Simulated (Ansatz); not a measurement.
Given this structure, the end point of a relaxation with DFT, BLYP, plane waves (420 eV) with PAW, scalar-relativistic (Ansatz 0.2.0); the starting structure was generated, so it need not be a known form of this composition, written in its standard cell:

```cif
data_structure
_symmetry_space_group_name_H-M 'Fm-3m'
_symmetry_Int_Tables_number 225
_cell_length_a 4.1466
_cell_length_b 4.1466
_cell_length_c 4.1466
_cell_angle_alpha 90.000
_cell_angle_beta 90.000
_cell_angle_gamma 90.000
_cell_volume 71.30
loop_
_atom_site_label
_atom_site_type_symbol
_atom_site_symmetry_multiplicity
_atom_site_Wyckoff_symbol
_atom_site_fract_x
_atom_site_fract_y
_atom_site_fract_z
_atom_site_occupancy
Ti1 Ti 4 a 0.00000 0.00000 0.00000 1
```

### What does the kinematic electron diffraction pattern along [111] look like at 200 kV (B = 0.5 Å²)?

The spots form a hexagonal net with both shortest vectors at d = 1.47 Å, 60.0° apart. They are -2 2 0 and -2 0 2. The pattern has symmetry 6mm. The lattice centring (F) removes all reflections that break h + k = 2n, h + l = 2n.

Strongest reflections with d > 0.80 Å, one of each family (|F|² from tabulated Gaussian fits of the electron scattering factors, times a small damping for the curvature of the Ewald sphere):

```tsv
hkl	d (Å)	I (strongest = 100)
2 0 -2	1.466	100
4 -2 -2	0.846	17
```

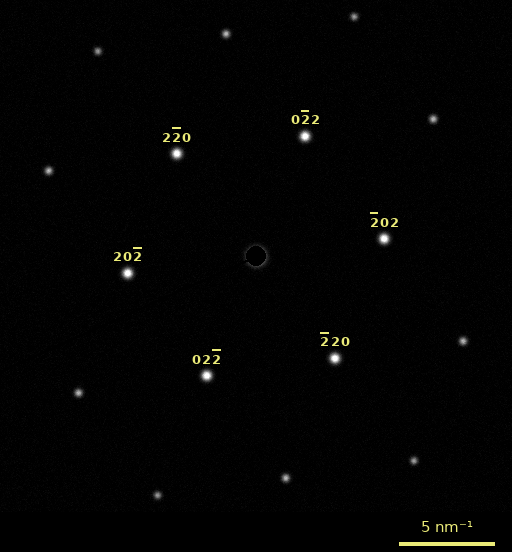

Calculated pattern, seen from the source side with [111] pointing towards the source.
